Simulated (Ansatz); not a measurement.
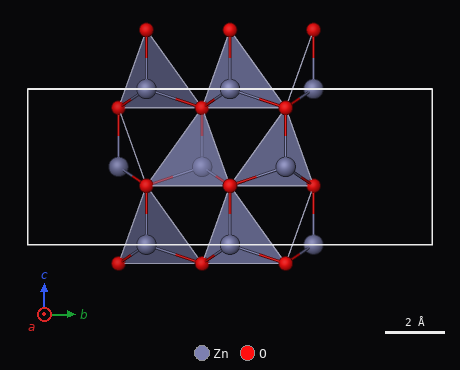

Starting structure of a wire of composition ZnO. Style: polyhedral. Shown: the cell of the calculation, with the vacuum cut short (origin shifted), along the a axis.

Case: wire along [0 0 1], 26 atoms a period.

Level of theory: DFT PBE, scalar-relativistic, plane waves, PAW in Ansatz 0.2.0.

Input file:
```yaml
crystal:
  lattice:
    - [15.6, 0.0, 0.0]
    - [0.0, 15.9, 0.0]
    - [0.0, 0.0, 5.2933196379]
  atoms:
    - { symbol: Zn, position: [0.3948879365, 0.3511463744, 0.4999697863], spin: 0.3 }
    - { symbol: Zn, position: [0.2897758731, 0.5297707251, 0.4999697863], spin: 0.3 }
    - { symbol: Zn, position: [0.6051120635, 0.3511463744, 0.4999697863], spin: 0.3 }
    - { symbol: Zn, position: [0.5, 0.5297707251, 0.4999697863], spin: 0.3 }
    - { symbol: Zn, position: [0.3948879365, 0.7083950758, 0.4999697863], spin: 0.3 }
    - { symbol: Zn, position: [0.7102241269, 0.5297707251, 0.4999697863], spin: 0.3 }
    - { symbol: Zn, position: [0.6051120635, 0.7083950758, 0.4999697863], spin: 0.3 }
    - { symbol: Zn, position: [0.5, 0.2916049242, 0.9999697863], spin: 0.3 }
    - { symbol: Zn, position: [0.3948879365, 0.4702292749, 0.9999697863], spin: 0.3 }
    - { symbol: Zn, position: [0.2897758731, 0.6488536256, 0.9999697863], spin: 0.3 }
    - { symbol: Zn, position: [0.6051120635, 0.4702292749, 0.9999697863], spin: 0.3 }
    - { symbol: Zn, position: [0.5, 0.6488536256, 0.9999697863], spin: 0.3 }
    - { symbol: Zn, position: [0.7102241269, 0.6488536256, 0.9999697863], spin: 0.3 }
    - { symbol: O, position: [0.5, 0.2916049242, 0.3790402137], spin: 0.3 }
    - { symbol: O, position: [0.3948879365, 0.4702292749, 0.3790402137], spin: 0.3 }
    - { symbol: O, position: [0.2897758731, 0.6488536256, 0.3790402137], spin: 0.3 }
    - { symbol: O, position: [0.6051120635, 0.4702292749, 0.3790402137], spin: 0.3 }
    - { symbol: O, position: [0.5, 0.6488536256, 0.3790402137], spin: 0.3 }
    - { symbol: O, position: [0.7102241269, 0.6488536256, 0.3790402137], spin: 0.3 }
    - { symbol: O, position: [0.3948879365, 0.3511463744, 0.8790402137], spin: 0.3 }
    - { symbol: O, position: [0.2897758731, 0.5297707251, 0.8790402137], spin: 0.3 }
    - { symbol: O, position: [0.6051120635, 0.3511463744, 0.8790402137], spin: 0.3 }
    - { symbol: O, position: [0.5, 0.5297707251, 0.8790402137], spin: 0.3 }
    - { symbol: O, position: [0.3948879365, 0.7083950758, 0.8790402137], spin: 0.3 }
    - { symbol: O, position: [0.7102241269, 0.5297707251, 0.8790402137], spin: 0.3 }
    - { symbol: O, position: [0.6051120635, 0.7083950758, 0.8790402137], spin: 0.3 }
basis:
  ecutwfc: 420
kpoints:
  mp_grid: { grid: [1, 1, 6] }
hamiltonian:
  xc: pbe
scf:
  occupations: { method: gaussian, width: 0.05 }
  lower_state_search: "off"
output:
  forces: true
  stress: true
  eigenvalues: true
  populations: true
  write_density: true
  write_potential: true
  elf: true
  volumetric_format: npy
magnetization:
  spin_polarized: true
relax:
  adjacent_minimum: "off"
  f_tol: 0.02
  max_steps: 45
  cell: { fix: [a, b, alpha, beta, gamma], stress_tol: 0.03 }
```

Launched with:
```bash
ansatz run input.yaml --threads 4 --pin off --max-ram 11264MiB --backend cpu --events-out ev --progress --plain --runs-dir out
```

**Predict the outcome.**

The largest moves relative to the centre of the atoms, 0.38 Å, are those of Zn8, Zn10 and Zn13. By element the largest moves are Zn 0.38 Å, O 0.10 Å. Along the periodic axis the drawn cell goes c 5.293 → 5.404 Å (+2.1 %). Some distances before and after: Zn1–O20 2.007 → 1.875 Å, Zn10–O16 2.007 → 1.890 Å, Zn11–O23 1.999 → 2.098 Å, Zn10–O21 1.999 → 1.920 Å. Among the angles between lasting bonds that change: Zn6–O19–Zn7 110.3° → 93.0°, O19–Zn6–O25 108.7° → 121.2°, Zn3–O17–Zn4 110.3° → 99.0°. After 5 accepted moves (8 points after the start) the energy has fallen by 2.741 eV per cell of the calculation. Largest force component: 1.6 eV/Å at the start, 0.0033 eV/Å at the end. The line search rejected the trial step at point 3 of the run. At 2 points the geometry stayed and the basis and grid were re-selected for the new cell (energy shift of 29.6 meV per cell of the calculation at most each time). The program noted that the starting moments weren't kept.

After the run, drawn alike:

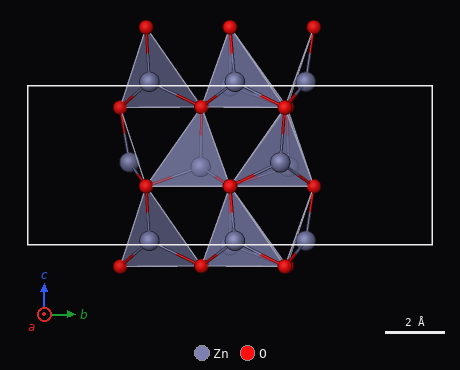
